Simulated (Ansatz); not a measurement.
## Geometry relaxation of Ni$_{2}$Si (part 1 of 2)

System: Ni$_{2}$Si (Pnma, 12 atoms in the cell).
Method: DFT PBEsol, scalar-relativistic, plane waves, PAW, no spin polarisation (Ansatz 0.2.0).

The structure derives from an entry of the Crystallography Open Database. It belongs to a series of runs on one base structure; here: volume × 0.94, shape and atoms relaxed. Figures and captions count atoms from 1; the log counts them from 0 in places.

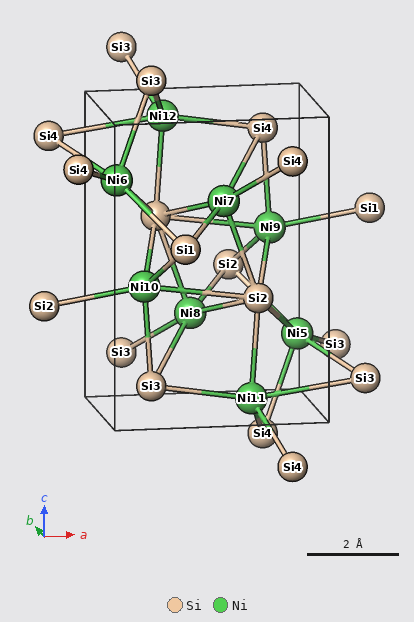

*The starting structure (ball-and-stick view of the cell of the calculation, seen slightly off an axis; bonded neighbours outside the cell are drawn too; atoms are numbered from 1 in the order of the input). An atom can appear more than once, as a periodic image.*

## The input
```yaml
crystal:
  lattice:
    - [4.7925553314, 0.0, 0.0]
    - [0.0, 3.632958035, 0.0]
    - [0.0, 0.0, 6.8778897796]
  atoms:
    - { symbol: Si, position: [0.2951024658, 0.75, 0.6123841644] }
    - { symbol: Si, position: [0.7048975342, 0.25, 0.3876158356] }
    - { symbol: Si, position: [0.2048975342, 0.25, 0.1123841644] }
    - { symbol: Si, position: [0.7951024658, 0.75, 0.8876158356] }
    - { symbol: Ni, position: [0.9567206298, 0.75, 0.2096293521] }
    - { symbol: Ni, position: [0.0432793702, 0.25, 0.7903706479] }
    - { symbol: Ni, position: [0.5432793702, 0.25, 0.7096293521] }
    - { symbol: Ni, position: [0.4567206298, 0.75, 0.2903706479] }
    - { symbol: Ni, position: [0.8277211549, 0.75, 0.5606083926] }
    - { symbol: Ni, position: [0.1722788451, 0.25, 0.4393916074] }
    - { symbol: Ni, position: [0.6722788451, 0.25, 0.0606083926] }
    - { symbol: Ni, position: [0.3277211549, 0.75, 0.9393916074] }
basis:
  ecutwfc: 420
kpoints:
  mp_grid: { grid: [8, 10, 6] }
hamiltonian:
  xc: pbesol
scf:
  occupations: { method: gaussian, width: 0.1 }
output:
  forces: true
  stress: true
  eigenvalues: true
relax:
  adjacent_minimum: "off"
  f_tol: 0.01
  max_steps: 30
  cell: { stress_tol: 0.1, fix: [volume] }
```

Run on 2 threads of Intel Xeon @ 2.50GHz (Skylake/Cascade Lake), 32 GiB of memory available, shared host.

Launch command:
```bash
ansatz run input.yaml --threads 2 --pin off --max-ram 5120MiB --backend cpu --events-out ev --progress --plain --runs-dir out
```

## Output
```
Engine: ansatz 0.2.0, x86_64-unknown-linux-gnu
Pseudopotentials: kind: paw
Pseudopotential: Si, paw, valence charge 4, recommended cutoff 420 eV (normal), Si.paw.azcp
Pseudopotential: Ni, paw, valence charge 18, recommended cutoff 420 eV (normal), Ni.paw.azcp
Functional definition: PBEsol
  exchange = pbesol_x
  correlation = pbesol_c
Crystal: 12 atoms, lattice volume = 119.752 Å³
Basis set: ecut = 420 eV, 2311 PW (Γ), exchange–correlation on 72×50×96 points (8 copies of the dense FFT grid, shifted against one another)
Bands: 96, of which v1, the nominal top of the filled ones, is band 80 counted from 1 (79 counted from 0)
Symmetry: 8 space group operations
Space group: Pnma (ITA 62), of the structure as read, at distance tolerance 4.9e-5 Å
k-points: 120 of 480
Non-local potential: Si, projectors of the file, l = 0: 2, l = 1: 2, l = 2: 2
Non-local potential: Ni, projectors of the file, l = 0: 3, l = 1: 2, l = 2: 3, l = 3: 1
PAW form: soft (Blöchl's): semilocal exchange-correlation on the pseudo side does not see the compensation charge
PAW frozen core: Si, regenerated for the run's functional, and the local potential with it (the file was generated under x = pbe(κ = 0.804, μ = 0.2195149727645171), c = pbe(β = 0.06672455060314922))
PAW frozen core: Ni, regenerated for the run's functional, and the local potential with it (the file was generated under x = pbe(κ = 0.804, μ = 0.2195149727645171), c = pbe(β = 0.06672455060314922))
PAW one-centre angular grid: Si, 110 points (default); XC on 64 Gauss nodes
PAW one-centre angular grid: Ni, 590 points (default); XC on 64 Gauss nodes
Initial density: superposition of atomic densities (neutral atoms: chi_scale 0, normalization atom), corrected by the library's trained network
Initial wavefunctions: pseudopotential atomic-orbital guess
Functional: x = pbesol(κ = 0.804, μ = 0.12345679012345678), c = pbesol(β = 0.046)
SCF iter   1: F=—  HF=-48932.977459 eV  |F-HF|=—  |Δ(HF+E_count)|=         —  Δρ=2.35e-2  dr2=3.64e-1  ethr=1.77e-3  ⟨swp⟩=5.0  Hψ=40553  notcnv=0  defer=126
preconditioner: auto → Kerker (q_TF=auto, 2.863 Å⁻¹)  [metal: Δε(μ)=0.012 eV  Ē_g=7.870 eV  σ=0.100 eV  W_gap=0.07  n_scr=52 (ndim 8)  ℏωp=33.2 eV  f_vac=0.000  D(μ)=6.15/eV (n_scr^D=56)]
SCF iter   2: F=—  HF=-48932.922271 eV  |F-HF|=—  |Δ(HF+E_count)|=   5.52e-2  Δρ=5.76e-3  dr2=2.55e-2  ethr=2.28e-4  ⟨swp⟩=2.7  Hψ=21737  notcnv=0  defer=1038
SCF iter   3: F=—  HF=-48932.918714 eV  |F-HF|=—  |Δ(HF+E_count)|=   3.56e-3  Δρ=1.83e-3  dr2=3.29e-3  ethr=1.60e-5  ⟨swp⟩=1.3  Hψ=10796  notcnv=0  defer=1038
SCF iter   4: F=—  HF=-48932.918049 eV  |F-HF|=—  |Δ(HF+E_count)|=   6.64e-4  Δρ=3.62e-4  dr2=1.32e-4  ethr=2.06e-6  ⟨swp⟩=2.1  Hψ=15483  notcnv=0  defer=1038
SCF iter   5: F=—  HF=-48932.918074 eV  |F-HF|=—  |Δ(HF+E_count)|=   2.51e-5  Δρ=1.79e-4  dr2=2.47e-5  ethr=8.24e-8  ⟨swp⟩=2.1  Hψ=17182  notcnv=0  defer=1038
SCF iter   6: F=—  HF=-48932.918076 eV  |F-HF|=—  |Δ(HF+E_count)|=   1.83e-6  Δρ=7.95e-5  dr2=6.71e-6  ethr=1.55e-8  ⟨swp⟩=2.0  Hψ=17096  notcnv=0  defer=1038
SCF iter   7: F=—  HF=-48932.918076 eV  |F-HF|=—  |Δ(HF+E_count)|=   4.44e-7  Δρ=1.80e-5  dr2=3.35e-7  ethr=4.19e-9  ⟨swp⟩=1.7  Hψ=13475  notcnv=0  defer=1038
SCF iter   8: F=-48932.918076 eV  HF=-48932.918076 eV  |F-HF|=7.60e-9  |Δ(HF+E_count)|=   1.25e-7  Δρ=2.51e-6  dr2=8.38e-9  ethr=6.25e-11  ⟨swp⟩=9.0  Hψ=54105  notcnv=0
SCF 1 converged in 8 iterations: F = -48932.918076 eV  dr2 = 8.38e-9
  greatest PAW one-centre occupation: 1.001 electrons in one spin orbital (limit 2), on the Ni atom at site 7 (counted from 0), in its partial waves of l = 1
relax step   1: F+E_penalty+E_count = -48932.91807553 eV  Δ(F+E_penalty+E_count) = +0.000e0 eV  max|allowed force component| = 6.663e-2 eV/Å  Δτ_max = 0.0000 Å  P = +15.863 GPa  Ω = 119.752 Å³  fix = [volume]  reactions: volume +15.863 GPa  (8 SCF iters, dr2 threshold 1.00e-7 eV, accepted)
Initial density: handed on by an earlier stage of this run
Initial wavefunctions: those handed on with the density
iter 1 solved again at ethr=9.25e-8 eV; its pass at ethr=3.10e-3 eV (dr2=1.48e-4 eV) is discarded
SCF iter   1: F=—  HF=-48932.919545 eV  |F-HF|=—  |Δ(HF+E_count)|=         —  Δρ=3.55e-4  dr2=1.37e-4  ethr=9.25e-8  ⟨swp⟩=2.1  Hψ=44269  notcnv=0
preconditioner: auto → Kerker (q_TF=auto, 2.863 Å⁻¹)  [metal: Δε(μ)=0.003 eV  Ē_g=7.897 eV  σ=0.100 eV  W_gap=0.02  n_scr=52 (ndim 8)  ℏωp=33.2 eV  f_vac=0.000  D(μ)=6.14/eV (n_scr^D=56)]
SCF iter   2: F=—  HF=-48932.919528 eV  |F-HF|=—  |Δ(HF+E_count)|=   1.70e-5  Δρ=1.82e-4  dr2=4.52e-5  ethr=8.57e-8  ⟨swp⟩=1.0  Hψ=11520  notcnv=0
SCF iter   3: F=—  HF=-48932.919515 eV  |F-HF|=—  |Δ(HF+E_count)|=   1.24e-5  Δρ=5.75e-5  dr2=4.70e-6  ethr=2.82e-8  ⟨swp⟩=2.6  Hψ=17829  notcnv=0
iter 4 did not close the SCF: its close was put off for the readings that it lacked (scf_convergence_deferred on its scf_iter line)
SCF iter   4: F=-48932.919514 eV  HF=-48932.919514 eV  |F-HF|=2.09e-7  |Δ(HF+E_count)|=   1.02e-6  Δρ=1.91e-5  dr2=3.06e-7  ethr=2.94e-9  ⟨swp⟩=2.2  Hψ=16688  notcnv=0
iter 5 did not close the SCF: its close was put off for the readings that it lacked (scf_convergence_deferred on its scf_iter line)
SCF iter   5: F=-48932.919514 eV  HF=-48932.919514 eV  |F-HF|=4.42e-8  |Δ(HF+E_count)|=   9.46e-8  Δρ=6.80e-6  dr2=4.36e-8  ethr=1.91e-10  ⟨swp⟩=2.0  Hψ=17750  notcnv=0
SCF iter   6: F=-48932.919514 eV  HF=-48932.919514 eV  |F-HF|=3.63e-9  |Δ(HF+E_count)|=   3.47e-9  Δρ=2.28e-6  dr2=3.96e-9  ethr=2.73e-11  ⟨swp⟩=1.9  Hψ=36569  notcnv=0
SCF 2 converged in 6 iterations: F = -48932.919514 eV  dr2 = 3.96e-9
relax step   2: F+E_penalty+E_count = -48932.91951434 eV  Δ(F+E_penalty+E_count) = -1.439e-3 eV  max|allowed force component| = 4.802e-2 eV/Å  Δτ_max = 0.0030 Å  P = +15.794 GPa  Ω = 119.752 Å³  energy of the carried Pulay correction = +1.098e-15 eV  fix = [volume]  reactions: volume +15.794 GPa  (6 SCF iters, dr2 threshold 4.07e-7 eV, accepted)
Basis set: ecut = 420 eV, 2313 PW (Γ), exchange–correlation on 72×50×96 points (8 copies of the dense FFT grid, shifted against one another)
iter 1 solved again at ethr=1.87e-6 eV; its pass at ethr=3.10e-3 eV (dr2=2.99e-3 eV) is discarded
SCF iter   1: F=—  HF=-48932.922585 eV  |F-HF|=—  |Δ(HF+E_count)|=         —  Δρ=1.64e-3  dr2=2.74e-3  ethr=1.87e-6  ⟨swp⟩=2.0  Hψ=47685  notcnv=0
preconditioner: auto → Kerker (q_TF=auto, 2.863 Å⁻¹)  [metal: Δε(μ)=0.007 eV  Ē_g=7.895 eV  σ=0.100 eV  W_gap=0.04  n_scr=52 (ndim 8)  ℏωp=33.2 eV  f_vac=0.000  D(μ)=6.11/eV (n_scr^D=56)]
SCF iter   2: F=—  HF=-48932.922243 eV  |F-HF|=—  |Δ(HF+E_count)|=   3.42e-4  Δρ=8.35e-4  dr2=8.42e-4  ethr=1.71e-6  ⟨swp⟩=1.0  Hψ=11520  notcnv=0
SCF iter   3: F=—  HF=-48932.922044 eV  |F-HF|=—  |Δ(HF+E_count)|=   1.99e-4  Δρ=2.69e-4  dr2=9.85e-5  ethr=5.26e-7  ⟨swp⟩=2.3  Hψ=17363  notcnv=0
SCF iter   4: F=—  HF=-48932.922032 eV  |F-HF|=—  |Δ(HF+E_count)|=   1.19e-5  Δρ=6.88e-5  dr2=3.35e-6  ethr=6.16e-8  ⟨swp⟩=2.2  Hψ=18399  notcnv=0
SCF iter   5: F=—  HF=-48932.922031 eV  |F-HF|=—  |Δ(HF+E_count)|=   8.84e-7  Δρ=2.83e-5  dr2=6.07e-7  ethr=2.09e-9  ⟨swp⟩=2.0  Hψ=20289  notcnv=0
SCF iter   6: F=-48932.922031 eV  HF=-48932.922031 eV  |F-HF|=7.63e-8  |Δ(HF+E_count)|=   4.70e-8  Δρ=9.67e-6  dr2=7.32e-8  ethr=1.64e-10  ⟨swp⟩=5.2  Hψ=48616  notcnv=0
SCF 3 converged in 6 iterations: F = -48932.922031 eV  dr2 = 7.32e-8
relax step   3: F+E_penalty+E_count = -48932.92203101 eV  Δ(F+E_penalty+E_count) = -2.517e-3 eV  max|allowed force component| = 1.772e-2 eV/Å  Δτ_max = 0.0157 Å  P = +15.494 GPa  Ω = 119.752 Å³  energy of the carried Pulay correction = -3.328e-17 eV  fix = [volume]  reactions: volume +15.494 GPa  (6 SCF iters, dr2 threshold 2.62e-7 eV, accepted)
iter 1 solved again at ethr=1.21e-7 eV; its pass at ethr=3.10e-3 eV (dr2=1.93e-4 eV) is discarded
SCF iter   1: F=—  HF=-48932.922276 eV  |F-HF|=—  |Δ(HF+E_count)|=         —  Δρ=3.60e-4  dr2=1.85e-4  ethr=1.21e-7  ⟨swp⟩=2.1  Hψ=44310  notcnv=0
preconditioner: auto → Kerker (q_TF=auto, 2.863 Å⁻¹)  [metal: Δε(μ)=0.008 eV  Ē_g=7.893 eV  σ=0.100 eV  W_gap=0.04  n_scr=52 (ndim 8)  ℏωp=33.2 eV  f_vac=0.000  D(μ)=6.14/eV (n_scr^D=56)]
SCF iter   2: F=—  HF=-48932.922245 eV  |F-HF|=—  |Δ(HF+E_count)|=   3.13e-5  Δρ=2.08e-4  dr2=7.49e-5  ethr=1.15e-7  ⟨swp⟩=1.0  Hψ=11520  notcnv=0
SCF iter   3: F=—  HF=-48932.922217 eV  |F-HF|=—  |Δ(HF+E_count)|=   2.82e-5  Δρ=4.38e-5  dr2=2.71e-6  ethr=4.68e-8  ⟨swp⟩=2.0  Hψ=16359  notcnv=0
SCF iter   4: F=—  HF=-48932.922211 eV  |F-HF|=—  |Δ(HF+E_count)|=   5.71e-6  Δρ=1.76e-5  dr2=2.35e-7  ethr=1.70e-9  ⟨swp⟩=2.1  Hψ=17532  notcnv=0
iter 5 did not close the SCF: its close was put off for the readings that it lacked (scf_convergence_deferred on its scf_iter line)
SCF iter   5: F=-48932.922211 eV  HF=-48932.922211 eV  |F-HF|=5.90e-9  |Δ(HF+E_count)|=   3.54e-8  Δρ=3.20e-6  dr2=1.03e-8  ethr=1.47e-10  ⟨swp⟩=2.6  Hψ=20858  notcnv=0
SCF iter   6: F=-48932.922211 eV  HF=-48932.922211 eV  |F-HF|=8.29e-10  |Δ(HF+E_count)|=   2.79e-9  Δρ=1.08e-6  dr2=1.17e-9  ethr=6.41e-12  ⟨swp⟩=2.5  Hψ=38071  notcnv=0
SCF 4 converged in 6 iterations: F = -48932.922211 eV  dr2 = 1.17e-9
relax step   4: F+E_penalty+E_count = -48932.92221110 eV  Δ(F+E_penalty+E_count) = -1.801e-4 eV  max|allowed force component| = 6.018e-3 eV/Å  Δτ_max = 0.0028 Å  P = +15.514 GPa  Ω = 119.752 Å³  energy of the carried Pulay correction = -8.319e-18 eV  fix = [volume]  reactions: volume +15.514 GPa  (6 SCF iters, dr2 threshold 4.04e-8 eV, accepted)
Basis set: ecut = 420 eV, 2313 PW (Γ), exchange–correlation on 64×50×96 points (8 copies of the dense FFT grid, shifted against one another)
Initial wavefunctions: pseudopotential atomic-orbital guess (no wavefunctions were taken with the density)
iter 1 solved again at ethr=2.26e-7 eV; its pass at ethr=3.10e-3 eV (dr2=3.62e-4 eV) is discarded
SCF iter   1: F=—  HF=-48932.922241 eV  |F-HF|=—  |Δ(HF+E_count)|=         —  Δρ=1.04e-4  dr2=2.69e-7  ethr=2.26e-7  ⟨swp⟩=3.0  Hψ=70571  notcnv=0
eigensolver tolerance schedule: the retry pair's looser diagonalisation over-reported the residual by 1341.60 of it (diagonalisation noise at 0.11 of the residual, at the tolerance the schedule requests for it); recorded, not acted on — ethr = c·dr2/N_el stays at c = 1.0e-1
preconditioner: auto → Kerker (q_TF=auto, 2.863 Å⁻¹)  [metal: Δε(μ)=0.007 eV  Ē_g=7.893 eV  σ=0.100 eV  W_gap=0.04  n_scr=52 (ndim 8)  ℏωp=33.2 eV  f_vac=0.001  D(μ)=6.14/eV (n_scr^D=56)]
SCF iter   2: F=—  HF=-48932.922215 eV  |F-HF|=—  |Δ(HF+E_count)|=   2.63e-5  Δρ=5.28e-5  dr2=7.08e-8  ethr=1.68e-10  ⟨swp⟩=2.1  Hψ=21213  notcnv=0
SCF iter   3: F=—  HF=-48932.922215 eV  |F-HF|=—  |Δ(HF+E_count)|=   2.70e-7  Δρ=2.11e-6  dr2=2.02e-9  ethr=4.43e-11  ⟨swp⟩=1.0  Hψ=11520  notcnv=0
iter 4 did not close the SCF: its close was put off for the readings that it lacked (scf_convergence_deferred on its scf_iter line)
SCF iter   4: F=-48932.922215 eV  HF=-48932.922215 eV  |F-HF|=1.46e-11  |Δ(HF+E_count)|=  2.33e-10  Δρ=3.60e-7  dr2=7.49e-11  ethr=1.27e-12  ⟨swp⟩=2.0  Hψ=17438  notcnv=0
iter 5 did not close the SCF: its close was put off for the readings that it lacked (scf_convergence_deferred on its scf_iter line)
SCF iter   5: F=-48932.922215 eV  HF=-48932.922215 eV  |F-HF|=2.18e-11  |Δ(HF+E_count)|=  7.28e-12  Δρ=1.96e-7  dr2=2.98e-11  ethr=1.00e-12  ⟨swp⟩=1.0  Hψ=11520  notcnv=0
iter 6 did not close the SCF: its close was put off for the readings that it lacked (scf_convergence_deferred on its scf_iter line)
SCF iter   6: F=-48932.922215 eV  HF=-48932.922215 eV  |F-HF|=0.00e0  |Δ(HF+E_count)|=  7.28e-12  Δρ=2.79e-8  dr2=9.47e-13  ethr=1.00e-12  ⟨swp⟩=1.0  Hψ=11520  notcnv=0
iter 7 did not close the SCF: its close was put off for the readings that it lacked (scf_convergence_deferred on its scf_iter line)
SCF iter   7: F=-48932.922215 eV  HF=-48932.922215 eV  |F-HF|=0.00e0  |Δ(HF+E_count)|=  1.46e-11  Δρ=2.45e-8  dr2=5.41e-13  ethr=1.00e-12  ⟨swp⟩=1.0  Hψ=11520  notcnv=0
SCF iter   8: F=-48932.922215 eV  HF=-48932.922215 eV  |F-HF|=0.00e0  |Δ(HF+E_count)|=    0.00e0  Δρ=9.09e-9  dr2=6.45e-14  ethr=1.00e-12  ⟨swp⟩=1.8  Hψ=24167  notcnv=0
SCF 5 converged in 8 iterations: F = -48932.922215 eV  dr2 = 6.45e-14
  greatest PAW one-centre occupation: 1.001 electrons in one spin orbital (limit 2), on the Ni atom at site 5 (counted from 0), in its partial waves of l = 1
relax step   5: F+E_penalty+E_count = -48932.92221510 eV  Δ(F+E_penalty+E_count) = -4.001e-6 eV  max|allowed force component| = 6.020e-3 eV/Å  Δτ_max = 0.0000 Å  P = +15.514 GPa  Ω = 119.752 Å³  fix = [volume]  reactions: volume +15.514 GPa  stress off target by 3.56e-2 GPa on what of the cell is left free  SCF on the basis re-selected at this cell (its energy is not comparable with the rows above)  (8 SCF iters)
```

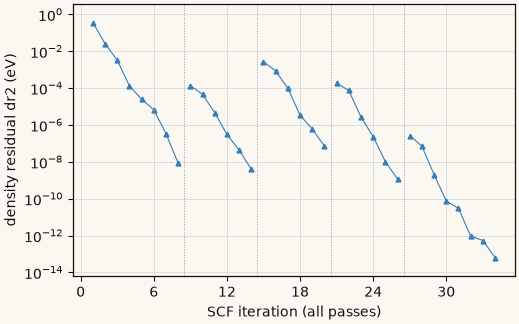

*Convergence of the self-consistent field: density residual dr2 against the SCF iteration. The dotted lines part the SCF passes of the relaxation: geometry steps, rejected trials and re-solves on a re-selected basis.*

The 5 passes take 6 to 8 iterations each, 34 in all.

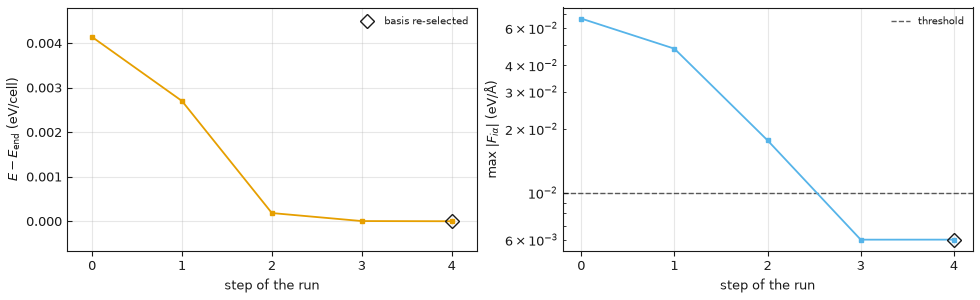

*Progress of the relaxation, step by step (the first geometry is step 0 here and step 1 in the log).*

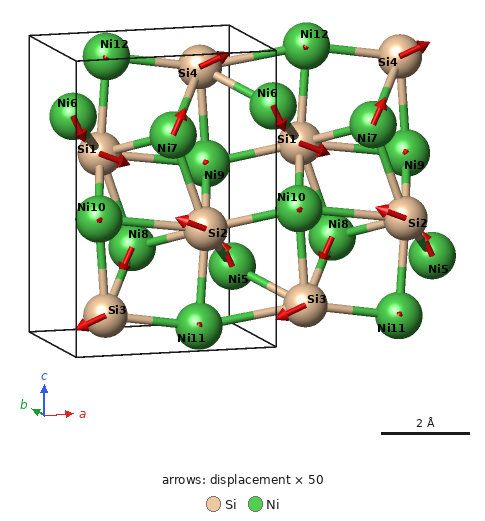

*The starting structure with the displacements (without the part carried along by the change of the cell) as red arrows, magnified 50 times (ball-and-stick view of the cell of the calculation, repeated 2 × 1 × 1, seen slightly off an axis).*

The largest moves relative to the cell, 0.016 Å, are those of Si1, Si2, Si3 and Si4. By element the largest moves are Si 0.016 Å, Ni 0.014 Å. The drawn cell changes at constant volume: a 4.793 → 4.776 Å (−0.4 %), b 3.633 → 3.641 Å (+0.2 %), c 6.878 → 6.888 Å (+0.1 %). Among the contacts that change: Si1–Ni9 2.577 → 2.552 Å, Si1–Ni12 2.255 → 2.261 Å, Si1–Ni10 2.250 → 2.255 Å. The space group stays Pnma (No. 62). The energy falls by 4.1 meV per cell of the calculation in 3 geometry steps. Largest force component: 0.067 eV/Å at the start, 0.006 eV/Å at the end. The pressure goes from 15.86 to 15.51 GPa. A last SCF at the same geometry on a re-selected plane-wave basis shifts the energy by next to nothing (0.0 meV per cell of the calculation). (Atoms are counted from 1 in the order of the input.)
